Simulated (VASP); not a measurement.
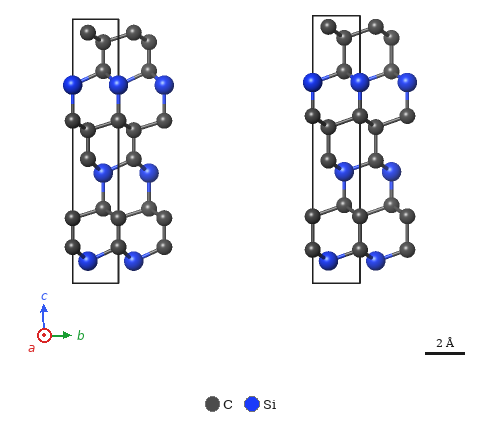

Two geometries of solid SiC3 (a generated structure, set up in R3m), drawn at one scale. One is the start of a relaxation, the other its converged end. The picture is a ball-and-stick view of the conventional cell (3 times the calculation's cell), repeated 1 × 2 × 1 with one cell outlined, seen along the a axis. Lengths and directions refer to the drawn axes.

All numbers below come from VASP, Kohn-Sham DFT of a periodic cell, LDA, VASP PAW LDA potentials, recommended. (plane-wave cutoff 300 eV; k-point mesh 5 × 5 × 5; occupations gaussian; smearing width 0.02 eV; no spin polarisation)

Which geometry has the lower energy?

Answer. The left one is the relaxed one. The run lets cell and atoms move. Over 12 geometry steps the energy falls by 1.001 eV per cell of the calculation. The largest force component goes from 3.2 to 0.0021 eV/Å. Pressure: −16.91 GPa at the start and −0.03 GPa at the end. The atom that moves furthest relative to the cell is a C atom (0.17 Å along +c). By element the largest moves are C 0.17 Å, Si 0.01 Å. The drawn cell changes as follows: a = b 2.854 → 2.763 Å (−3.2 %), c 13.981 → 13.790 Å (−1.4 %); the volume changes by −7.5 %. Among the contacts that change: C–C 1.748 → 1.508 Å, C–Si 1.748 → 1.857 Å, C–C 1.748 → 1.671 Å, C–Si 1.748 → 1.757 Å. Among the angles between lasting bonds that change: Si–C–Si 109.5° → 103.7°, C–Si–C 109.5° → 103.7°, C–Si–C 109.5° → 114.8°. The space group stays R3m (No. 160).
